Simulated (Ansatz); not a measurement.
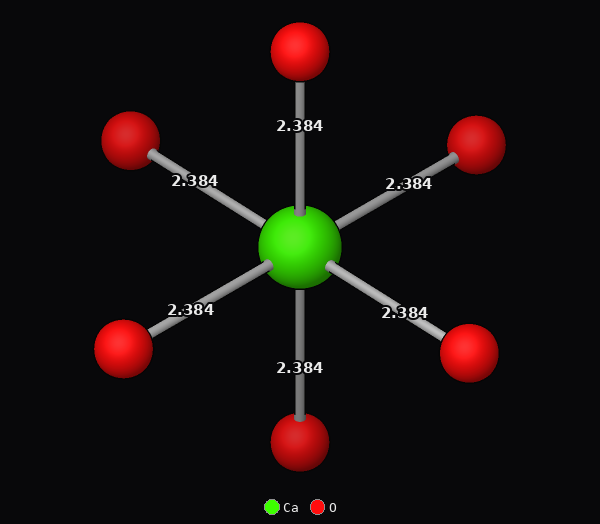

The surroundings of site Ca1 (at 0.000, 0.000, 0.000) in CaO (Fm-3m, No. 225), with bond lengths in Å.

The cell is taken from the geometry relaxed with DFT, PBEsol, plane waves, PAW in Ansatz 0.2.0.

```
CELL_PARAMETERS angstrom
4.76710 0.00000 0.00000
0.00000 4.76710 0.00000
0.00000 0.00000 4.76710
ATOMIC_POSITIONS crystal
Ca 0.00000 0.00000 0.00000
O 0.50000 0.00000 0.00000
Ca 0.00000 0.50000 0.50000
O 0.50000 0.50000 0.50000
Ca 0.50000 0.00000 0.50000
O 0.00000 0.00000 0.50000
Ca 0.50000 0.50000 0.00000
O 0.00000 0.50000 0.00000
```

Bond valence s = exp((R0 − d)/b), R0 fitted to published crystal structures with b = 0.37 Å; R0 in Å: Ca2+–O 1.950.

**Calculate the bond-valence sum of Ca1 from the bonds drawn.**

6 × 0.309 = 1.86 v.u., against a formal valence of 2: underbonded (bonds long for this ion) by 0.14.

**And over the whole structure?**

```csv
site,"x, y, z",formal valence,bond-valence sum,difference
Ca1,"0.000, 0.000, 0.000",+2,1.88,-0.12
O1,"0.500, 0.000, 0.000",−2,1.88,-0.12
```

These sums include all anions within 5 Å. The global instability index (root mean square of the differences over all atoms) is 0.12 v.u.: moderate strain, common in real structures.
